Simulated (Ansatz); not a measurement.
```xyz
2
Lattice="4.5667 0.0000 0.0000 0.0000 4.5667 0.0000 0.0000 0.0000 4.5667" Properties=species:S:1:pos:R:3 pbc="T T T"
Cs    0.0000    0.0000    0.0000
I     2.2833    2.2833    2.2833
```

Space group Pm-3m.

Computed with Ansatz, DFT PBE, scalar-relativistic, plane waves, PAW.

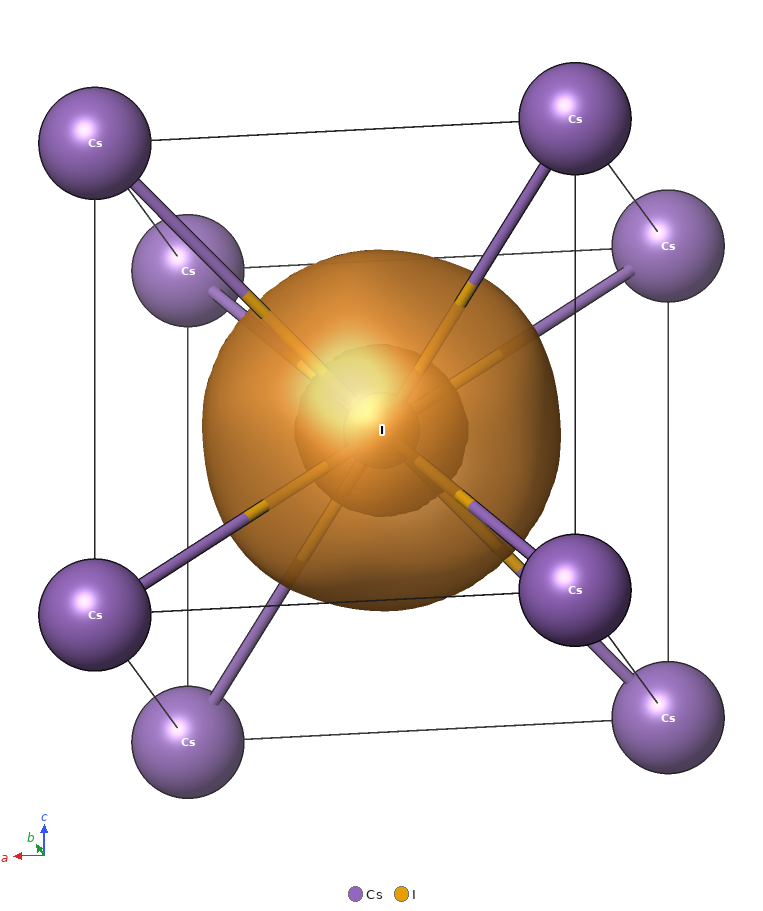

CsI. Isosurface of the ELF at 0.6 (orange), seen at an oblique angle. Core shells and regions of very low density are left out. Sticks mark near contacts.

Core electrons are frozen (PAW), and the valence fields are smoothed inside the atomic spheres.

### Where are the electrons localised?

The ELF exceeds this value in one region wrapped around I (its valence shell), counted in one cell of 2 atoms. Regions shared between cells count once.

Values along the shortest contacts:
Cs–I (3.95 Å): the ELF peaks at about 0.80 in the valence shell of I, 1.3 Å from its nucleus, and drops to about 0.05 between the two atoms; a largely ionic contact.

### Does the calculation give a band gap?

It is gapped, with a Kohn–Sham gap of 3.9 eV on the k-point mesh (the band edges may lie off the mesh, which would make the gap smaller).
